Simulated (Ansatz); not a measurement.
Given this structure:

```yaml
crystal:
  lattice:
    - [5.67485, 0.00000, 0.00000]
    - [0.00000, 5.67485, 0.00000]
    - [0.00000, 0.00000, 5.67485]
  atoms:
    - { symbol: Ge, position: [0.00000, 0.50000, 0.50000] }
    - { symbol: Ge, position: [0.25000, 0.75000, 0.75000] }
    - { symbol: Ge, position: [0.00000, 0.00000, 0.00000] }
    - { symbol: Ge, position: [0.25000, 0.25000, 0.25000] }
    - { symbol: Ge, position: [0.50000, 0.50000, 0.00000] }
    - { symbol: Ge, position: [0.75000, 0.75000, 0.25000] }
    - { symbol: Ge, position: [0.50000, 0.00000, 0.50000] }
    - { symbol: Ge, position: [0.75000, 0.25000, 0.75000] }
```

Q: What crystal do these data define?

A: The element is germanium. The structure has Fd-3m (No. 227) symmetry and a face-centred cubic lattice. The structure is of the kind named diamond. The cell holds eight atoms. About every Ge there are four Ge in a tetrahedral arrangement at 2.46 Å. The bonds build a three-dimensional framework.

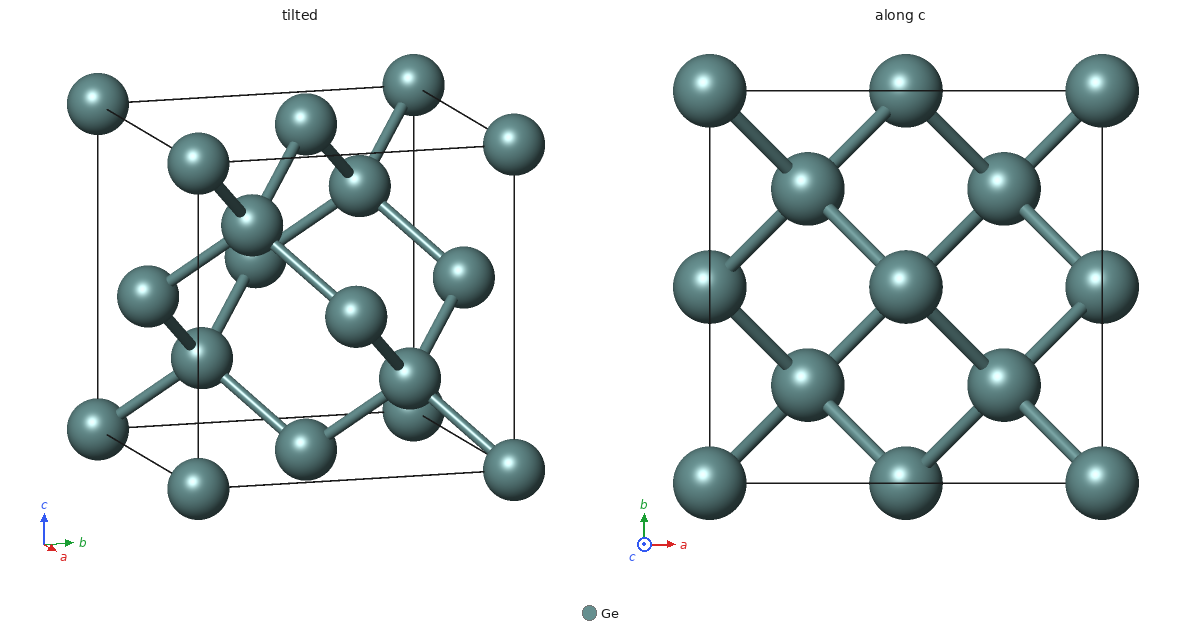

Shown here is a ball-and-stick view of the crystal, taken slightly off an axis and along the c axis. Lines trace the edges of the conventional unit cell. Colours: germanium teal.

The model was built from a structure listed in the Materials Project, with elements exchanged, so it need not be a known form of the compound. It was relaxed with Ansatz, DFT r2SCAN, scalar-relativistic, plane waves, PAW.
